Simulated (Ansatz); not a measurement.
## Single-point calculation of Ru

- system: Ru (P6₃/mmc, 2 atoms in the cell)
- method: DFT, PBE, plane waves, PAW, no spin polarisation (Ansatz 0.2.0)

The structure derives from a Materials Project entry. Figures and captions count atoms from 1; the log counts them from 0 in places.

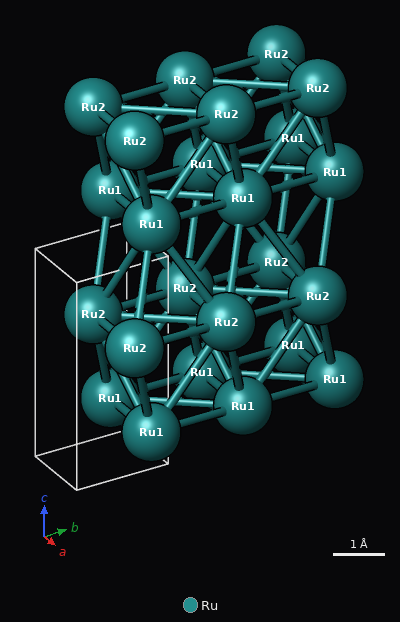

Fig. 1: The input geometry (ball-and-stick view of the cell of the calculation, repeated 2 × 3 × 2, seen slightly off an axis; atoms are numbered from 1 in the order of the input). Near neighbours in the crystal (not all of them lie inside the picture): Ru has 12 Ru at 2.64 to 2.70 Å.

**Summary**

- outcome: converged
- space group (tolerance 0.01 Å): P6₃/mmc (194)
- electrons treated: 32
- free energy: −11757.3595 eV
- Fermi energy: 23.812 eV
- gap on the k-point mesh: none (metallic)
- pressure: 7.95 GPa
- largest force (length of the vector): under 0.001 eV/Å
- hardware: 1 thread of Intel Xeon (Sapphire Rapids), 64 GiB of memory available, shared host
- wall time: 4.1 s
- peak memory: 0.47 GiB

Settings chosen away from the usual ones: basis.ecutrho_ratio set to 12; scf.lower_state_search set to standard; scf.occupations.width set to 0.005 (from 0.1). The cell is under a pressure of 7.9 GPa at this level, so it is not at its equilibrium volume.

**Input**
```yaml
crystal:
  lattice:
    - [2.6971192339, 0.0, 0.0]
    - [-1.348559617, 2.3357737735, 0.0]
    - [0.0, 0.0, 4.2653526335]
  atoms:
    - { symbol: Ru, position: [0.3333333333, 0.6666666667, 0.25] }
    - { symbol: Ru, position: [0.6666666667, 0.3333333333, 0.75] }
basis:
  ecutwfc: 420
  ecutrho_ratio: 12
kpoints:
  mp_grid: { grid: [18, 18, 10] }
hamiltonian:
  xc: pbe
scf:
  occupations: { method: gaussian, width: 0.005 }
  lower_state_search: standard
output:
  forces: true
  eigenvalues: true
  stress: true
```

Run as:
```bash
ansatz run input.yaml --threads 1 --pin off --max-ram 2560MiB --backend cpu --events-out ev --progress --plain --runs-dir out
```

**What the program printed**
```
Engine: ansatz 0.2.0, x86_64-unknown-linux-gnu
Pseudopotentials: kind: paw
Pseudopotential: Ru, paw, valence charge 16, recommended cutoff 420 eV (normal), Ru.paw.azcp
Functional definition: PBE
  parameter kappa = 0.804
  parameter beta = 0.06672455060314922
  exchange = pbe_x(kappa = kappa, mu = beta*pi^2/3)
  correlation = pbe_c(beta = beta)
Crystal: 2 atoms, lattice volume = 26.871 Å³
Basis set: ecut = 420 eV, 537 PW (Γ), exchange–correlation on 64×64×100 points (8 copies of the dense FFT grid, shifted against one another)
Bands: 20, of which v1, the nominal top of the filled ones, is band 16 counted from 1 (15 counted from 0)
Symmetry: 24 space group operations
Space group: P63/mmc (ITA 194), of the structure as read, at distance tolerance 3.0e-5 Å
k-points: 222 of 3240
Non-local potential: Ru, projectors of the file, l = 0: 3, l = 1: 2, l = 2: 2, l = 3: 1
PAW form: soft (Blöchl's): semilocal exchange-correlation on the pseudo side does not see the compensation charge
PAW one-centre angular grid: Ru, 590 points (default); XC on 64 Gauss nodes
Initial density: superposition of atomic densities (neutral atoms: chi_scale 0, normalization atom), corrected by the library's trained network
Initial wavefunctions: pseudopotential atomic-orbital guess
Functional: x = pbe(κ = 0.804, μ = 0.2195149727645171), c = pbe(β = 0.06672455060314922)
SCF iter   1: F=—  HF=-11757.356043 eV  |F-HF|=—  |Δ(HF+E_count)|=         —  Δρ=6.79e-3  dr2=2.36e-3  ethr=1.77e-3  ⟨swp⟩=5.6  Hψ=17887  notcnv=0
preconditioner: auto → none  [metal: Δε(μ)=0.004 eV  Ē_g=5.914 eV  σ=0.005 eV  W_gap=0.42  n_scr=8 (ndim 8)  ℏωp=28.7 eV  f_vac=0.000  D(μ)=2.22/eV (n_scr^D=22)  sad-step TF]
SCF iter   2: F=—  HF=-11757.358442 eV  |F-HF|=—  |Δ(HF+E_count)|=   2.40e-3  Δρ=3.98e-3  dr2=8.57e-4  ethr=7.39e-6  ⟨swp⟩=2.0  Hψ=10580  notcnv=0  defer=74
SCF iter   3: F=—  HF=-11757.359496 eV  |F-HF|=—  |Δ(HF+E_count)|=   1.05e-3  Δρ=2.79e-4  dr2=3.68e-6  ethr=2.68e-6  ⟨swp⟩=2.0  Hψ=6956  notcnv=0  defer=74
SCF iter   4: F=—  HF=-11757.359499 eV  |F-HF|=—  |Δ(HF+E_count)|=   2.80e-6  Δρ=1.07e-4  dr2=6.92e-7  ethr=1.15e-8  ⟨swp⟩=2.0  Hψ=7925  notcnv=0  defer=74
SCF iter   5: F=—  HF=-11757.359499 eV  |F-HF|=—  |Δ(HF+E_count)|=   5.80e-7  Δρ=2.89e-5  dr2=1.17e-7  ethr=2.16e-9  ⟨swp⟩=2.0  Hψ=7898  notcnv=0  defer=74
SCF iter   6: F=-11757.359499 eV  HF=-11757.359499 eV  |F-HF|=2.91e-11  |Δ(HF+E_count)|=   2.56e-8  Δρ=2.82e-6  dr2=9.48e-10  ethr=3.13e-10  ⟨swp⟩=5.0  Hψ=15182  notcnv=0
SCF 1 converged in 6 iterations: F = -11757.359499 eV  dr2 = 9.48e-10
  greatest PAW one-centre occupation: 0.998 electrons in one spin orbital (limit 2), on the Ru atom at site 1 (counted from 0), in its partial waves of l = 0
```

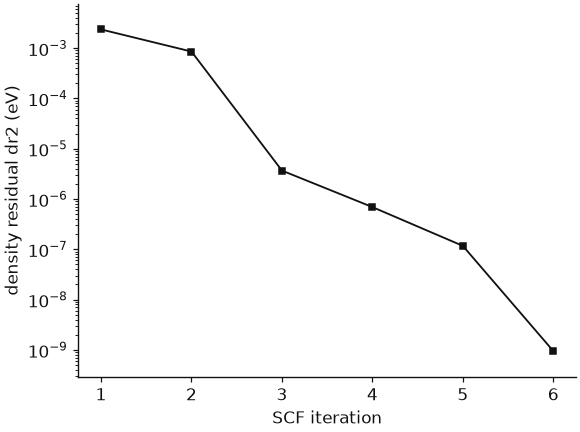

Fig. 2: Convergence of the self-consistent field: density residual dr2 against the SCF iteration. The residual falls at every step.

```
SCF converged after 6 iterations
Free energy (F): -11757.359499 eV
Harris-Foulkes:  -11757.359499 eV  (|F-HF|=2.91e-11)
Internal energy: -11757.359470 eV  (E = F + TS)
E sigma→0 (E₀):  -11757.359485 eV
Entropy (-TS):   -0.000029 eV (-0.014 meV/atom)
Fermi energy:    23.811564 eV
--- Per-component energies (eV) ---
  E_band       = -97.269117
  E_kinetic    = 1029.836883
  E_local      = -2493.958974  (includes V_loc(G=0)·N_el)
  E_nonlocal   = 686.010662
  E_hartree    = 801.762708
  E_xc         = -381.784982
  E_vxc        = -479.395312  (∫ρ·V_xc dr)
  E_paw        = -6921.451159  (= ΣΔE_a)
  E_vpaw       = -443.286238  (= ΣTr[D̂ρ^β])
  E_aug_tail   = 0.000022  (compensation charges beyond the density's cutoff)
  E_ewald      = -4477.774630
  E_smearing   = -0.000029  (= −TS)
  E_closure    = -0.000000  (closes the sum)
  Σ components = -11757.359499   (vs F -11757.359499, Δ=0.00e0)
--- Forces (eV/Å), atoms counted from 1 ---
  atom   1  Ru    -0.00000000    -0.00000000    -0.00000000
  atom   2  Ru     0.00000000     0.00000000     0.00000000
  max |Σ_I F_I| component: 1.39e-17 eV/Å
--- Stress (GPa, compression-positive) ---
        7.869027      -0.000000       0.000000
        0.000000       7.869027      -0.000000
        0.000000      -0.000000       8.110329
  P = ⅓ Tr σ = 7.9495 GPa (79.495 kbar)
--- Band table (eV; the first three rows and the last of 222) ---
  k-point 0: bands = ["-49.3266", "-49.1117", "-19.8355", "-18.8680", "-18.8680", "-18.6913", "-18.6913", "-18.6466", "15.7800", "17.5418", "21.1881", "21.1881", "21.3757", "21.8836", "21.8836", "22.4112", "22.4112", "25.0319", "25.0319", "25.1372"]
  k-point 1: bands = ["-49.3214", "-49.1170", "-19.8077", "-18.8637", "-18.8637", "-18.6957", "-18.6957", "-18.6772", "15.8938", "17.5804", "21.1177", "21.1177", "21.3185", "21.8153", "21.8153", "22.5716", "22.5716", "24.7562", "25.0397", "25.0397"]
  k-point 2: bands = ["-49.3064", "-49.1325", "-19.7268", "-18.8512", "-18.8512", "-18.7655", "-18.7083", "-18.7083", "16.2217", "17.6844", "20.9941", "20.9941", "21.1663", "21.6377", "21.6377", "22.9561", "22.9561", "23.8288", "25.0320", "25.0320"]
  k-point 221: bands = ["-49.0949", "-49.0949", "-19.5860", "-19.5860", "-19.3138", "-19.3138", "-18.8510", "-18.8510", "19.0626", "19.0626", "19.6527", "19.6527", "21.0780", "21.0780", "22.6217", "22.6217", "25.0773", "25.0773", "32.3648", "32.3648"]
```

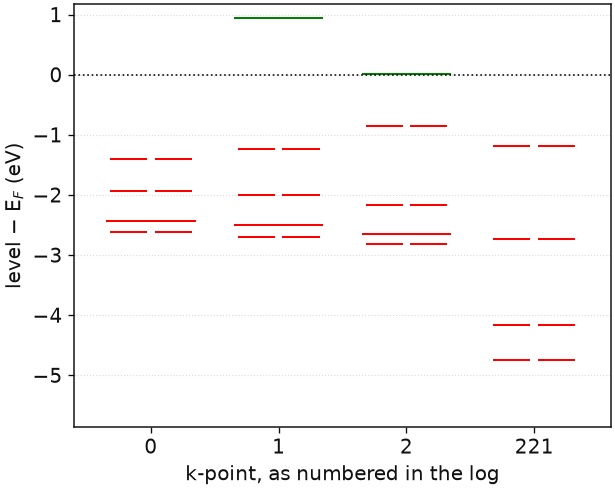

Fig. 3: Kohn–Sham levels near the Fermi level (dotted) at the few k-points that the log prints; levels within 0.02 eV of each other stand side by side. The system is metallic on the full mesh.
